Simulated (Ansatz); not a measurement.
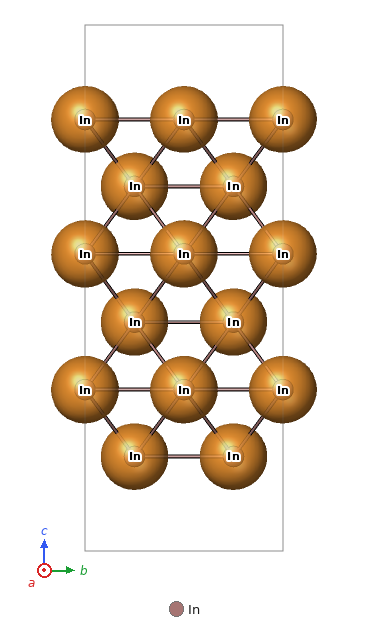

Figure. In (slab). Isosurface of the valence pseudo-density at 0.3 e/Å³ (orange), seen along the a axis. Sticks mark near contacts.

Method: Ansatz 0.2.0, DFT PBEsol, scalar-relativistic, plane waves, PAW.

**Which contacts does the surface bridge?**

At this value the density breaks into separate islands; it holds about 80 % of the electrons treated as valence (semicore included). It bridges none of the near contacts. It is pinched off along the sampled In–In (3.20 Å) and In–In (3.37 Å) contacts. On the grid the lowest density along these lines, outside the cores, is 0.15 e/Å³ (In–In, 3.20 Å) and 0.12 e/Å³ (In–In, 3.37 Å).
